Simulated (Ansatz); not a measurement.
**Si: single-point calculation**

- system: Si (Fd-3m, 2 atoms in the cell)
- method: DFT PBE, scalar-relativistic, plane waves, PAW, no spin polarisation (Ansatz 0.2.0)

The structure derives from a Materials Project entry. It belongs to a series of runs on one base structure; here: band edges and mean potential of the bulk. Figures and captions count atoms from 1; the log counts them from 0 in places.

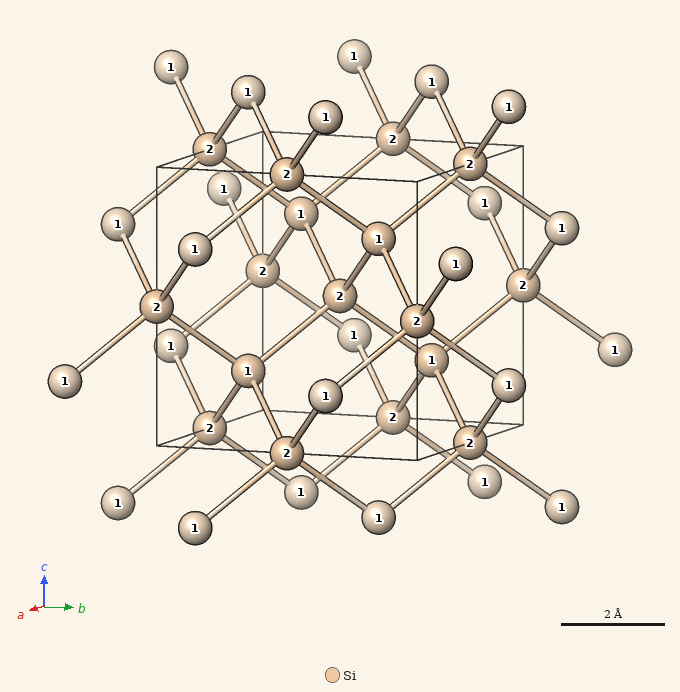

Fig. 1: The input geometry (ball-and-stick view of the cell 4 times as large as that of the calculation, set on its symmetry axes, seen slightly off an axis; neighbours outside the cell are drawn fainter; atoms are numbered from 1 in the order of the input). Near neighbours in the crystal (not all of them lie inside the picture): Si has 4 Si at 2.37 Å.

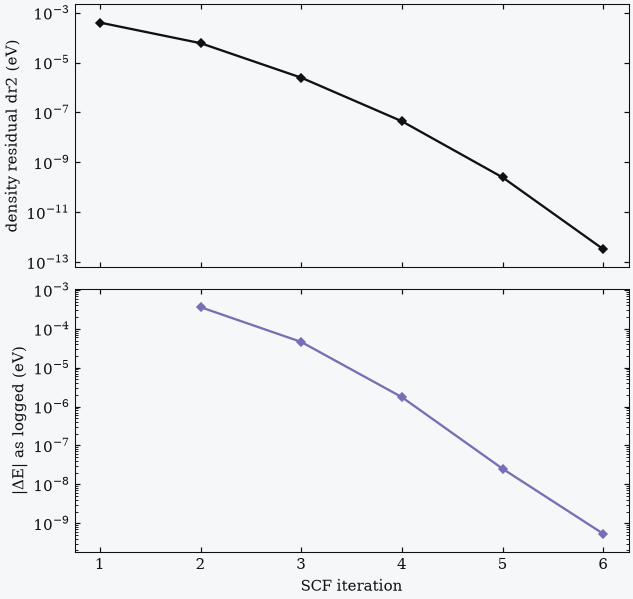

Fig. 2: Convergence of the self-consistent field: density residual dr2 and size of the energy change against the SCF iteration. The residual falls at every step.

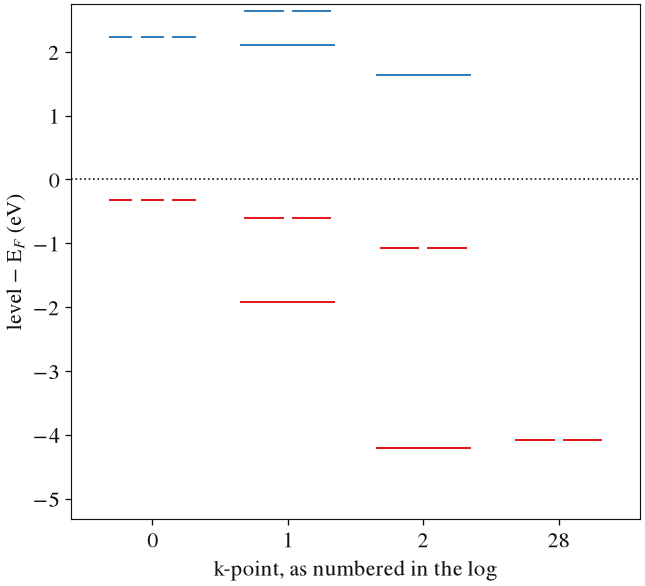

Fig. 3: Kohn–Sham levels near the Fermi level (dotted) at the few k-points that the log prints; levels within 0.02 eV of each other stand side by side. Among these points the highest filled and lowest empty levels are 1.95 eV apart; the gap on the full mesh, 0.65 eV, has an edge at a point that isn't printed.

The input that produced these results follows, with the program's output.

**The input**
```yaml
crystal:
  lattice:
    - [0.0, 2.7350468793, 2.7350468793]
    - [2.7350468793, 0.0, 2.7350468793]
    - [2.7350468793, 2.7350468793, 0.0]
  atoms:
    - { symbol: Si, position: [0.75, 0.75, 0.75] }
    - { symbol: Si, position: [0.5, 0.5, 0.5] }
basis:
  ecutwfc: 420
kpoints:
  mp_grid: { grid: [8, 8, 8] }
  band_path: { path: [VBM, CBM], npoints: 2 }
hamiltonian:
  xc: pbe
scf:
  occupations: { method: gaussian, width: 0.02 }
output:
  forces: true
  stress: true
  eigenvalues: true
```

Run as:
```bash
ansatz run input.yaml --threads 4 --pin off --max-ram 8192MiB --backend cpu --events-out ev --progress --plain --runs-dir out
```

**What the program printed**
```
Engine: ansatz 0.2.0, aarch64-unknown-linux-gnu
Pseudopotentials: kind: paw
Pseudopotential: Si, paw, valence charge 4, recommended cutoff 420 eV (normal), Si.paw.azcp
Functional definition: PBE
  parameter kappa = 0.804
  parameter beta = 0.06672455060314922
  exchange = pbe_x(kappa = kappa, mu = beta*pi^2/3)
  correlation = pbe_c(beta = beta)
Crystal: 2 atoms, lattice volume = 40.919 Å³
Basis set: ecut = 420 eV, 821 PW (Γ), exchange–correlation on 54×54×54 points (8 copies of the dense FFT grid, shifted against one another)
Bands: 8, of which v1, the nominal top of the filled ones, is band 4 counted from 1 (3 counted from 0)
Symmetry: 48 space group operations
Space group: Fd-3m (ITA 227), of the structure as read, at distance tolerance 3.4e-5 Å
k-points: 29 of 512
Non-local potential: Si, projectors of the file, l = 0: 2, l = 1: 2, l = 2: 2
PAW form: soft (Blöchl's): semilocal exchange-correlation on the pseudo side does not see the compensation charge
PAW one-centre angular grid: Si, 110 points (default); XC on 64 Gauss nodes
Initial density: superposition of atomic densities (neutral atoms: chi_scale 0, normalization atom), corrected by the library's trained network
Initial wavefunctions: pseudopotential atomic-orbital guess
Functional: x = pbe(κ = 0.804, μ = 0.2195149727645171), c = pbe(β = 0.06672455060314922)
SCF iter   1: F=—  HF=-1271.616089 eV  |F-HF|=—  |Δ(HF+E_count)|=         —  Δρ=1.25e-3  dr2=4.01e-4  ethr=1.77e-3  ⟨swp⟩=6.2  Hψ=2111  notcnv=0
preconditioner: auto → none  [insulator: Δε(μ)=0.647 eV  Ē_g=9.378 eV  σ=0.020 eV  W_gap=1.00  n_scr=8 (ndim 8)  ℏωp=16.4 eV  f_vac=0.000  D(μ)=0.00/eV (n_scr^D=0)  ε∞_Penn≈4.1]
SCF iter   2: F=—  HF=-1271.616449 eV  |F-HF|=—  |Δ(HF+E_count)|=   3.60e-4  Δρ=5.10e-4  dr2=5.98e-5  ethr=5.01e-6  ⟨swp⟩=2.2  Hψ=592  notcnv=0
SCF iter   3: F=—  HF=-1271.616495 eV  |F-HF|=—  |Δ(HF+E_count)|=   4.59e-5  Δρ=9.81e-5  dr2=2.47e-6  ethr=7.47e-7  ⟨swp⟩=2.0  Hψ=348  notcnv=0
iter 4 did not close the SCF: its close was put off for the readings that it lacked (scf_convergence_deferred on its scf_iter line)
SCF iter   4: F=-1271.616497 eV  HF=-1271.616497 eV  |F-HF|=1.91e-8  |Δ(HF+E_count)|=   1.74e-6  Δρ=1.27e-5  dr2=4.41e-8  ethr=3.09e-8  ⟨swp⟩=2.0  Hψ=348  notcnv=0
iter 5 did not close the SCF: its close was put off for the readings that it lacked (scf_convergence_deferred on its scf_iter line)
SCF iter   5: F=-1271.616497 eV  HF=-1271.616497 eV  |F-HF|=4.17e-10  |Δ(HF+E_count)|=   2.51e-8  Δρ=1.28e-6  dr2=2.47e-10  ethr=5.51e-10  ⟨swp⟩=2.8  Hψ=358  notcnv=0
SCF iter   6: F=-1271.616497 eV  HF=-1271.616497 eV  |F-HF|=6.82e-13  |Δ(HF+E_count)|=  5.33e-10  Δρ=3.95e-8  dr2=3.26e-13  ethr=3.09e-12  ⟨swp⟩=1.0  Hψ=693  notcnv=0
SCF 1 converged in 6 iterations: F = -1271.616497 eV  dr2 = 3.26e-13
  greatest PAW one-centre occupation: 0.633 electrons in one spin orbital (limit 2), on the Si atom at site 1 (counted from 0), in its partial waves of l = 0
NSCF: frozen V_eff on 16 k-points
NSCF: frozen V_eff on 16 k-points
NSCF: frozen V_eff on 16 k-points
NSCF: frozen V_eff on 16 k-points
NSCF: frozen V_eff on 1 k-points
NSCF: frozen V_eff on 3 k-points
NSCF: frozen V_eff on 13 k-points
NSCF: frozen V_eff on 11 k-points
NSCF: frozen V_eff on 7 k-points
NSCF: frozen V_eff on 13 k-points
NSCF: frozen V_eff on 12 k-points
NSCF: frozen V_eff on 4 k-points
NSCF: frozen V_eff on 6 k-points
NSCF: frozen V_eff on 6 k-points
NSCF: frozen V_eff on 6 k-points
NSCF: frozen V_eff on 4 k-points
NSCF: frozen V_eff on 6 k-points
NSCF: frozen V_eff on 4 k-points
NSCF: frozen V_eff on 4 k-points
NSCF: frozen V_eff on 2 k-points
NSCF: frozen V_eff on 3 k-points
SCF converged after 6 iterations
Free energy (F): -1271.616497 eV
Harris-Foulkes:  -1271.616497 eV  (|F-HF|=6.82e-13)
Internal energy: -1271.616497 eV  (E = F + TS)
E sigma→0 (E₀):  -1271.616497 eV
Fermi energy:    6.329239 eV
--- Per-component energies (eV) ---
  E_band       = 8.031161
  E_kinetic    = 80.156523
  E_local      = -56.161360  (includes V_loc(G=0)·N_el)
  E_nonlocal   = 51.743672
  E_hartree    = 15.187322
  E_xc         = -110.122671
  E_vxc        = -93.154804  (∫ρ·V_xc dr)
  E_paw        = -1025.533991  (= ΣΔE_a)
  E_vpaw       = -4.927527  (= ΣTr[D̂ρ^β])
  E_aug_tail   = 0.000013  (compensation charges beyond the density's cutoff)
  E_ewald      = -226.886004
  E_smearing   = -0.000000  (= −TS)
  E_closure    = 0.000000  (closes the sum)
  Σ components = -1271.616497   (vs F -1271.616497, Δ=0.00e0)
--- Forces (eV/Å), atoms counted from 1 ---
  atom   1  Si    -0.00000000     0.00000000     0.00000000
  atom   2  Si     0.00000000    -0.00000000     0.00000000
  max |Σ_I F_I| component: 4.63e-17 eV/Å
--- Stress (GPa, compression-positive) ---
        0.011548      -0.000000       0.000000
       -0.000000       0.011548       0.000000
        0.000000      -0.000000       0.011548
  P = ⅓ Tr σ = 0.0115 GPa (0.115 kbar)
--- Band table (eV; the first three rows and the last of 29) ---
  k-point 0: bands = ["-5.8086", "6.0052", "6.0052", "6.0052", "8.5564", "8.5564", "8.5564", "9.1216"]
  k-point 1: bands = ["-5.6083", "4.4126", "5.7223", "5.7223", "8.4404", "8.9720", "8.9720", "10.5251"]
  k-point 2: bands = ["-5.0242", "2.1175", "5.2593", "5.2593", "7.9566", "9.4903", "9.4903", "12.7442"]
  k-point 28: bands = ["-1.5884", "-1.5884", "2.2449", "2.2449", "10.2743", "10.2743", "10.9285", "10.9285"]
```

**Summary**

| quantity | value |
| --- | --- |
| outcome | converged |
| space group (tolerance 0.01 Å) | Fd-3m (227) |
| electrons treated | 8 |
| free energy | −1271.6165 eV |
| Fermi energy | 6.329 eV |
| gap on the k-point mesh | 0.65 eV |
| gap on the band path | 0.61 eV |
| pressure | 0.01 GPa |
| largest force (length of the vector) | under 0.001 eV/Å |
| hardware | 4 threads of Arm Neoverse V2, 128 GiB of memory available, shared host |
| wall time | 2.3 s (CPU time 2.5 s) |
| peak memory | 0.27 GiB |
